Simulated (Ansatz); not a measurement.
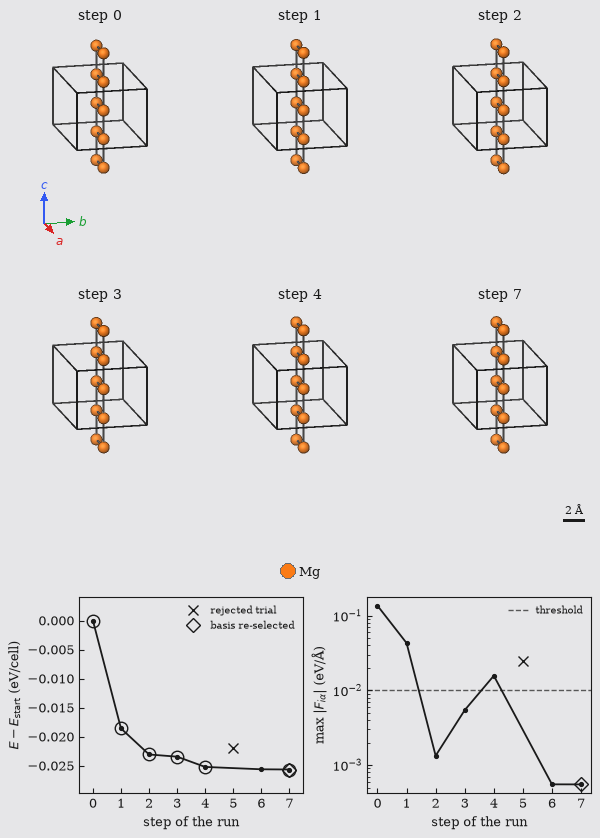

Frames of a relaxation of a wire of composition Mg, marked on the history of the run. The picture is a ball-and-stick view of the cell of the calculation, with the vacuum cut short, seen slightly off an axis.

Case: ladder chain of atoms.

The calculation used Ansatz 0.2.0, DFT PBE, scalar-relativistic, plane waves, PAW.

The input:
```yaml
crystal:
  lattice:
    - [12.0, 0.0, 0.0]
    - [0.0, 9.3, 0.0]
    - [0.0, 0.0, 5.7558123474]
  atoms:
    - { symbol: Mg, position: [0.3740916049, 0.5, 0.0], spin: 0.5 }
    - { symbol: Mg, position: [0.3740916049, 0.5, 0.5], spin: 0.5 }
    - { symbol: Mg, position: [0.6259083951, 0.5, 0.0], spin: 0.5 }
    - { symbol: Mg, position: [0.6259083951, 0.5, 0.5], spin: 0.5 }
basis:
  ecutwfc: 420
kpoints:
  mp_grid: { grid: [1, 1, 11] }
hamiltonian:
  xc: pbe
scf:
  occupations: { method: gaussian, width: 0.05 }
output:
  forces: true
  stress: true
  eigenvalues: true
  populations: true
  write_density: true
  write_potential: true
  elf: true
  volumetric_format: npy
magnetization:
  spin_polarized: true
relax:
  adjacent_minimum: "off"
  f_tol: 0.01
  max_steps: 45
  cell: { fix: [a, b, alpha, beta, gamma], stress_tol: 0.03 }
```

Launched with:
```bash
ansatz run input.yaml --threads 2 --pin off --max-ram 5120MiB --backend cpu --events-out ev --progress --plain --runs-dir out
```

Q: Describe the path.

A: The largest moves relative to the layer's centre, 0.037 Å, are those of Mg1, Mg2, Mg3 and Mg4. Along the periodic axis the drawn cell goes c 5.756 → 5.915 Å (+2.8 %). Among the contacts that change: Mg1–Mg2 2.878 → 2.958 Å, Mg1–Mg3 3.022 → 3.095 Å. Over 5 accepted moves (7 points after the start) the energy falls by 25.6 meV per cell of the calculation. Largest force component: 0.14 eV/Å at the start, 0.00055 eV/Å at the end. The line search rejected the trial step at point 5 of the run. The SCF was repeated once at an unchanged geometry on a basis and grid sized afresh for the cell, which shifted the energy by less than 0.05 meV per cell of the calculation at most. From step 0 to 1: Mg atoms move most (0.03 Å), energy −18.6 meV per cell of the calculation. From step 1 to 2: Mg atoms move most (0.02 Å), energy −4.5 meV per cell of the calculation. From step 2 to 3: energy −0.4 meV per cell of the calculation. From step 3 to 4: energy −1.8 meV per cell of the calculation. From step 4 to 7: energy −0.4 meV per cell of the calculation.

| step | E − E(0), meV/atom | largest force component, eV/Å | note |
| --- | --- | --- | --- |
| 0 | 0.00 | 0.1362 |  |
| 1 | -4.64 | 0.0431 |  |
| 2 | -5.76 | 0.0013 |  |
| 3 | -5.86 | 0.0054 |  |
| 4 | -6.30 | 0.0157 |  |
| 5 | -5.49 | 0.0250 | rejected |
| 6 | -6.40 | 0.0006 |  |
| 7 | -6.41 | 0.0006 | same geometry, new basis |

Limits of the set-up: the k-point mesh is coarse for a cell with partly filled bands.
